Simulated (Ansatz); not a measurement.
**Run report: AlAs, phonon calculation**

System: AlAs (F-43m, 2 atoms in the cell).
Method: DFT PBEsol, scalar-relativistic, plane waves, PAW, no spin polarisation (Ansatz 0.2.0).

The structure derives from an entry of the Crystallography Open Database. It belongs to a series of runs on one base structure; here: zone-centre phonons at -3 GPa. Figures and captions count atoms from 1; the log counts them from 0 in places.

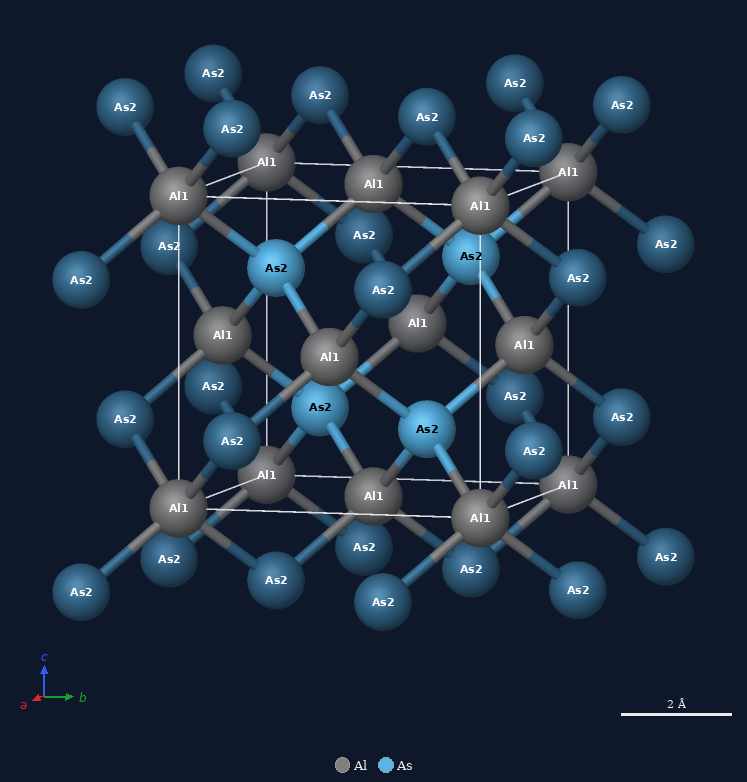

**Figure 1.** The structure (ball-and-stick view of the cell 4 times as large as that of the calculation, set on its symmetry axes, seen slightly off an axis; neighbours outside the cell are drawn fainter; atoms are numbered from 1 in the order of the input).

## Input file
```yaml
crystal:
  lattice:
    - [0.0, 2.880761375, 2.880761375]
    - [2.880761375, 0.0, 2.880761375]
    - [2.880761375, 2.880761375, 0.0]
  atoms:
    - { symbol: Al, position: [0.0, 0.0, 0.0] }
    - { symbol: As, position: [0.75, 0.75, 0.75] }
basis:
  ecutwfc: 420
kpoints:
  mp_grid: { grid: [8, 8, 8] }
hamiltonian:
  xc: pbesol
scf:
  occupations: { method: fixed }
output:
  eigenvalues: true
phonons:
  method: dfpt
  dielectric: true
  rigid_motions: translations
  eigenvectors: true
```

Machine: 1 thread of Intel Xeon @ 2.50GHz (Skylake/Cascade Lake), 189 GiB of memory available, shared host.

Command:
```bash
ansatz run input.yaml --threads 1 --pin off --max-ram 3072MiB --backend cpu --events-out ev --progress --plain --runs-dir out
```

## Output
```
Engine: ansatz 0.2.0, x86_64-unknown-linux-gnu
Pseudopotentials: kind: paw
Pseudopotential: Al, paw, valence charge 3, recommended cutoff 420 eV (normal), Al.paw.azcp
Pseudopotential: As, paw, valence charge 15, recommended cutoff 420 eV (normal), As.paw.azcp
Functional definition: PBEsol
  exchange = pbesol_x
  correlation = pbesol_c
Crystal: 2 atoms, lattice volume = 47.814 Å³
Basis set: ecut = 420 eV, 941 PW (Γ), exchange–correlation on 60×60×60 points (8 copies of the dense FFT grid, shifted against one another)
Bands: 13, of which v1, the nominal top of the filled ones, is band 9 counted from 1 (8 counted from 0)
Symmetry: 24 space group operations
k-points: 95 of 512 (irreducible under 4 space group operations, time reversal used)
Non-local potential: Al, projectors of the file, l = 0: 2, l = 1: 2, l = 2: 1
Non-local potential: As, projectors of the file, l = 0: 2, l = 1: 2, l = 2: 3, l = 3: 1
PAW form: soft (Blöchl's): semilocal exchange-correlation on the pseudo side does not see the compensation charge
PAW frozen core: Al, regenerated for the run's functional, and the local potential with it (the file was generated under x = pbe(κ = 0.804, μ = 0.2195149727645171), c = pbe(β = 0.06672455060314922))
PAW frozen core: As, regenerated for the run's functional, and the local potential with it (the file was generated under x = pbe(κ = 0.804, μ = 0.2195149727645171), c = pbe(β = 0.06672455060314922))
PAW one-centre angular grid: Al, 110 points (default); XC on 64 Gauss nodes
PAW one-centre angular grid: As, 590 points (default); XC on 64 Gauss nodes
Initial density: superposition of atomic densities (neutral atoms: chi_scale 0, normalization atom), corrected by the library's trained network
Initial wavefunctions: pseudopotential atomic-orbital guess
Functional: x = pbesol(κ = 0.804, μ = 0.12345679012345678), c = pbesol(β = 0.046)
SCF iter   1: F=—  HF=-5338.423575 eV  |F-HF|=—  |Δ(HF+E_count)|=         —  Δρ=2.86e-3  dr2=7.21e-3  ethr=1.77e-3  ⟨swp⟩=4.9  Hψ=6395  notcnv=0  defer=173
preconditioner: auto → none  [insulator: Δε(μ)=1.374 eV  Ē_g=9.580 eV  n_scr=14 (ndim 8)  ℏωp=15.2 eV  f_vac=0.011  ε∞_Penn≈3.5]
SCF iter   2: F=—  HF=-5338.421455 eV  |F-HF|=—  |Δ(HF+E_count)|=   2.12e-3  Δρ=1.16e-3  dr2=6.95e-4  ethr=4.00e-5  ⟨swp⟩=2.6  Hψ=2537  notcnv=0  defer=180
SCF iter   3: F=—  HF=-5338.421437 eV  |F-HF|=—  |Δ(HF+E_count)|=   1.79e-5  Δρ=3.67e-4  dr2=7.01e-5  ethr=3.86e-6  ⟨swp⟩=3.0  Hψ=1824  notcnv=0  defer=180
SCF iter   4: F=—  HF=-5338.421444 eV  |F-HF|=—  |Δ(HF+E_count)|=   6.94e-6  Δρ=9.05e-5  dr2=2.23e-6  ethr=3.89e-7  ⟨swp⟩=2.5  Hψ=1854  notcnv=0  defer=6
SCF iter   5: F=—  HF=-5338.421445 eV  |F-HF|=—  |Δ(HF+E_count)|=   8.07e-7  Δρ=1.25e-5  dr2=4.13e-8  ethr=1.24e-8  ⟨swp⟩=2.0  Hψ=2053  notcnv=0
SCF iter   6: F=—  HF=-5338.421445 eV  |F-HF|=—  |Δ(HF+E_count)|=   1.33e-7  Δρ=3.76e-6  dr2=4.60e-9  ethr=2.30e-10  ⟨swp⟩=2.0  Hψ=2090  notcnv=0
SCF iter   7: F=—  HF=-5338.421445 eV  |F-HF|=—  |Δ(HF+E_count)|=   2.45e-9  Δρ=7.60e-7  dr2=2.88e-10  ethr=2.55e-11  ⟨swp⟩=2.0  Hψ=2090  notcnv=0
SCF iter   8: F=-5338.421445 eV  HF=-5338.421445 eV  |F-HF|=7.28e-11  |Δ(HF+E_count)|=  3.89e-10  Δρ=2.31e-7  dr2=1.75e-11  ethr=1.00e-12  ⟨swp⟩=7.2  Hψ=7099  notcnv=0
SCF 1 converged in 8 iterations: F = -5338.421445 eV  dr2 = 1.75e-11
  greatest PAW one-centre occupation: 0.999 electrons in one spin orbital (limit 2), on the As atom at site 1 (counted from 0), in its partial waves of l = 2
DFPT response loops at Γ: preconditioner auto → none (the input reference at scf.mixing.eps_inf says where Resta's filter doesn't serve); β = 0.50; Broyden in place of MSR1
── the response to a field inside a basis, on 10×10×10 k-points: an SCF that follows is theirs, and a resumed run solves both again ──
Bands: 10, of which v1, the nominal top of the filled ones, is band 9 counted from 1 (8 counted from 0)
k-points: 110
Initial density: handed on by an earlier stage of this run
Initial wavefunctions: pseudopotential atomic-orbital guess (no wavefunctions were taken with the density)
Eigensolver: Dense (110 Hₖ)
SCF iter   1: F=—  HF=-5338.421363 eV  |F-HF|=—  |Δ(HF+E_count)|=         —  Δρ=9.80e-5  dr2=4.65e-6  ethr=1.00e-1
preconditioner: auto → none  [insulator: Δε(μ)=1.536 eV  Ē_g=7.437 eV  n_scr=14 (ndim 8)  ℏωp=15.2 eV  f_vac=0.004  ε∞_Penn≈5.2]
SCF iter   2: F=—  HF=-5338.421362 eV  |F-HF|=—  |Δ(HF+E_count)|=   1.19e-6  Δρ=4.74e-5  dr2=6.79e-7  ethr=2.59e-8
SCF iter   3: F=—  HF=-5338.421362 eV  |F-HF|=—  |Δ(HF+E_count)|=   9.52e-8  Δρ=1.89e-5  dr2=1.14e-7  ethr=3.77e-9
SCF iter   4: F=-5338.421362 eV  HF=-5338.421362 eV  |F-HF|=4.27e-10  |Δ(HF+E_count)|=   3.56e-8  Δρ=9.14e-7  dr2=2.64e-10  ethr=6.35e-10
SCF 1 converged in 4 iterations: F = -5338.421362 eV  dr2 = 2.64e-10
DFPT response loops at Γ: mixed as the last ones told, above
WARN: field response: ε∞ stands inside a basis, on 10×10×10 points; the force constants stand on the 8×8×8 k-mesh, whose period is 10.67 times the interband length at k = (0.0000, 0.0000, 0.0000), direct gap 1.558 eV, under 14: take them and everything formed from them as unconverged, and compare with a denser kpoints.mp_grid
SCF converged after 8 iterations
Free energy (F): -5338.421445 eV
Harris-Foulkes:  -5338.421445 eV  (|F-HF|=7.28e-11)
Internal energy: -5338.421445 eV  (E = F + TS)
E sigma→0 (E₀):  -5338.421445 eV
Fermi energy:    5.709147 eV
--- Per-component energies (eV) ---
  E_band       = -277.704664
  E_kinetic    = 125.233198
  E_local      = -2156.640480  (includes V_loc(G=0)·N_el)
  E_nonlocal   = -657.800651
  E_hartree    = 1146.180359
  E_xc         = -117.307320
  E_vxc        = -107.467470  (∫ρ·V_xc dr)
  E_paw        = -2248.195685  (= ΣΔE_a)
  E_vpaw       = 226.610272  (= ΣTr[D̂ρ^β])
  E_aug_tail   = 0.000005  (compensation charges beyond the density's cutoff)
  E_ewald      = -1430.876440
  E_core_change = 0.985568  (= ΣΔE_core)
  E_smearing   = -0.000000  (= −TS)
  E_closure    = 0.000000  (closes the sum)
  Σ components = -5338.421445   (vs F -5338.421445, Δ=0.00e0)
--- Band table (eV; the first three rows and the last of 95) ---
  k-point 0: bands = ["-28.6998", "-28.6998", "-28.6998", "-28.6907", "-28.6907", "-5.8909", "5.7091", "5.7091", "5.7091", "7.2670", "9.8923", "9.8923", "9.8923"]
  k-point 1: bands = ["-28.6998", "-28.6997", "-28.6997", "-28.6907", "-28.6907", "-5.7483", "4.2655", "5.5566", "5.5566", "8.1182", "10.1604", "10.1604", "10.2020"]
  k-point 2: bands = ["-28.6997", "-28.6995", "-28.6995", "-28.6907", "-28.6907", "-5.3547", "2.3945", "5.2541", "5.2541", "8.0440", "10.4989", "10.4989", "11.7800"]
  k-point 94: bands = ["-28.6996", "-28.6992", "-28.6984", "-28.6909", "-28.6903", "-4.0642", "0.7691", "2.6997", "3.0330", "9.9233", "11.0565", "11.1658", "11.6314"]
--- Phonons (Γ-DFPT): 2 representative perturbations + reference, on 95 of 512 k-points (Σ response iterations 6) ---
  k mesh reduced under 4 symmetry operations, with k and −k counted as one. Each operation leaves every solved perturbation unchanged. A smaller set is not considered because the run solves the response to a homogeneous field
  ASR residual: 2.400e-4 → 0.000e0 eV/Å²; symmetrization residual: 1.844e-6 eV/Å²
  ASR residual per site (eV/Å²): 2.48e-5 2.40e-4
  Γ frequencies (cm⁻¹): 0.00 0.00 0.00 334.82 334.82 334.82
  ε∞ (high-frequency dielectric tensor):
        9.832412     0.000000     0.000000
        0.000000     9.832412     0.000000
        0.000000     0.000000     9.832412
  ε⁰ (static dielectric tensor: ions relaxed, cell fixed):
       12.053661     0.000000     0.000000
        0.000000    12.053661    -0.000000
        0.000000    -0.000000    12.053661
  ε⁰ − ε∞ (ionic part):
        2.221249    -0.000000     0.000000
       -0.000000     2.221249    -0.000000
        0.000000    -0.000000     2.221249
  softest optical mode at Γ: 334.82 cm⁻¹; the repairs (sum rule, projections) moved no ω² at Γ by more than (0.99 cm⁻¹)²
  Born effective charges Z* (e; rows j = field, columns β = displacement):
    site 0:
         2.19087    0.00000   -0.00000
        -0.00000    2.19087   -0.00000
         0.00000    0.00000    2.19087
    site 1:
        -2.19087   -0.00000    0.00000
         0.00000   -2.19087    0.00000
        -0.00000   -0.00000   -2.19087
  Z* charge neutrality: 8.629e-5 e pre-enforcement
  solved inside a basis spanned on kpoints, on 10×10×10 k-points transformed towards the longest dipole: ε∞ is read to err by 2.8e-2, Z* by 1.6e-2 e (field_mesh: kpoints solves on kpoints); Z* is corrected for what the basis lacks
  optical modes at Γ without the LO–TO term, one row a degenerate level:
      ω (cm⁻¹)  modes    IR ((D/Å)²/amu)
        334.82      3            16.7468
  optical modes at Γ + LO–TO along q̂ = [1.0000, 0.0000, 0.0000]:
      ω (cm⁻¹)  modes    IR ((D/Å)²/amu)
        334.82      2            11.1645
        370.71      1             5.5823
  optical modes at Γ + LO–TO along q̂ = [0.0000, 1.0000, 0.0000]:
      ω (cm⁻¹)  modes    IR ((D/Å)²/amu)
        334.82      2            11.1645
        370.71      1             5.5823
  optical modes at Γ + LO–TO along q̂ = [0.0000, 0.0000, 1.0000]:
      ω (cm⁻¹)  modes    IR ((D/Å)²/amu)
        334.82      2            11.1645
        370.71      1             5.5823
```

## File optical_modes.tsv
```
# format = ansatz-optical-modes/1
# cell_volume_ang3 = 4.7813644910758605e1
# eps_inf = 9.832411708894625e0 3.700743415417188e-17 5.088522196198634e-17 3.700743415417188e-17 9.832411708894623e0 1.6653345369377348e-16 5.088522196198634e-17 1.6653345369377348e-16 9.832411708894625e0
# One row of degenerate optical modes each, rigid motions of the cell and of its bodies left out; wavenumber_inv_cm is that of the modes' mean omega^2, negative where that is. nan stands for what is not given.
# A row whose q is 0 0 0 is without the LO-TO term; the others hold that term of the approach to the zone centre along q, a Cartesian unit vector.
# oscillator_strength: the sum of Re conj(p) p^T over the row's modes, p that of Z* e/sqrt(mass) over the atoms, about the cell's centre of mass, e the mode's unit eigenvector; ir_intensity: its trace, 23.0708 in its unit to 1 in that of the other. The rows at q 0 0 0 hold the undamped dielectric function at nu cm^-1, of a cell of V A^3: eps_inf + (4.92064e7/V) sum oscillator_strength/(nu_row |nu_row| - nu^2). That is of the vibrations: a cell of net charge Q e and mass M amu holds -(4.92064e7/V) Q^2/(M nu^2) besides, of its free fall, and where the turns of a body are left out the sum lacks their strength.
# q_x	q_y	q_z	wavenumber_inv_cm	degeneracy	ir_intensity[(D/angstrom)^2/amu]	oscillator_strength_xx[e^2/amu]	oscillator_strength_xy[e^2/amu]	oscillator_strength_xz[e^2/amu]	oscillator_strength_yy[e^2/amu]	oscillator_strength_yz[e^2/amu]	oscillator_strength_zz[e^2/amu]
0e0	0e0	0e0	3.348193986416676e2	3	1.6746804039861015e1	2.4196273812555485e-1	-3.831855079190675e-18	1.1533451911464008e-18	2.4196273812555505e-1	6.938893903907228e-17	2.4196273812555494e-1
1e0	0e0	0e0	3.348193986416676e2	2	1.1164536026574009e1	4.5503245158288354e-36	2.55399837458691e-19	-1.0177327263264454e-18	2.4196273812555494e-1	-6.245004513516506e-17	2.419627381255549e-1
1e0	0e0	0e0	3.7071491934399023e2	1	5.582268013287003e0	2.4196273812555485e-1	-4.087254916649365e-18	2.1710779174728464e-18	6.904225370852688e-35	-3.667403072623171e-35	1.948060003062268e-35
0e0	1e0	0e0	3.348193986416676e2	2	1.1164536026574005e1	2.4196273812555485e-1	-4.087254916649365e-18	1.1533451911464013e-18	6.904225370852688e-35	1.832828556729743e-30	2.4196273812555485e-1
0e0	1e0	0e0	3.707149193439901e2	1	5.582268013287003e0	2.6958314936937995e-37	2.553998374586907e-19	1.0785535014428476e-36	2.4196273812555485e-1	1.0218086315979988e-18	4.315097802647584e-36
0e0	0e0	1e0	3.348193986416676e2	2	1.1164536026574005e1	2.4196273812555485e-1	-3.831855079190674e-18	2.1710779174728464e-18	2.4196273812555485e-1	-5.193838322231035e-17	1.1168286704000989e-32
0e0	0e0	1e0	3.7071491934399023e2	1	5.582268013287003e0	4.280741366459454e-36	-2.227587638481263e-34	-1.017732726326445e-18	1.1591792781488826e-32	5.2960191853816747e-17	2.4196273812555485e-1
```

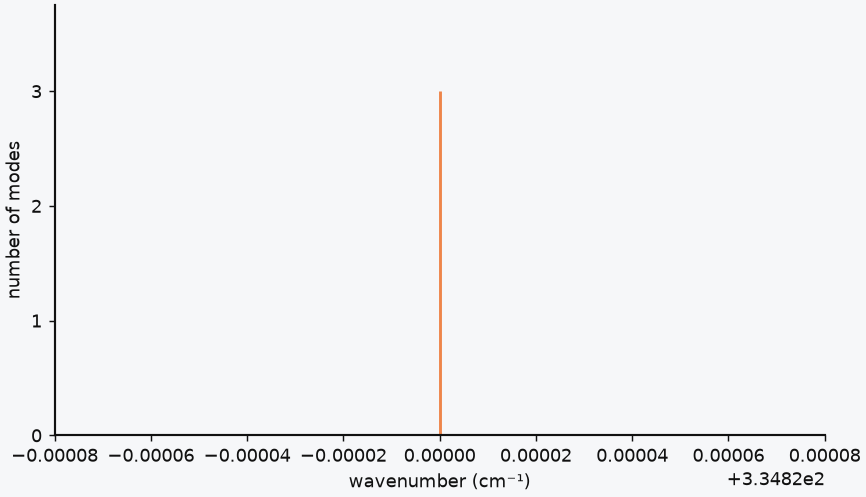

**Figure 2.** Optical phonons at the zone centre (no LO–TO term); neighbouring modes closer than 3 cm⁻¹ are counted in one stick. 3 modes from 335 to 335 cm⁻¹, none imaginary.

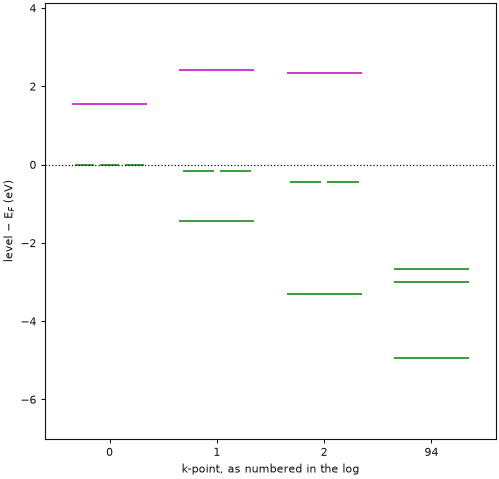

**Figure 3.** Kohn–Sham levels near the Fermi level (dotted) at the few k-points that the log prints; levels within 0.02 eV of each other stand side by side. Among these points the highest filled and lowest empty levels are 1.56 eV apart; the gap on the full mesh, 1.42 eV, has an edge at a point that isn't printed.

## Key numbers

| quantity | value |
| --- | --- |
| outcome | converged |
| space group (tolerance 0.01 Å) | F-43m (216) |
| electrons treated | 18 |
| free energy | −5338.4214 eV |
| Fermi energy | 5.709 eV |
| gap on the k-point mesh | 1.42 eV |
| ε∞ (xx, yy, zz) | 9.83, 9.83, 9.83 |
| Born charges (mean of the diagonal) | Al1 (2.19 e); As2 (−2.19 e) |
| wall time | 2 min |
| peak memory | 0.6 GiB |

The program warns: the k-point mesh is coarse for the field response.
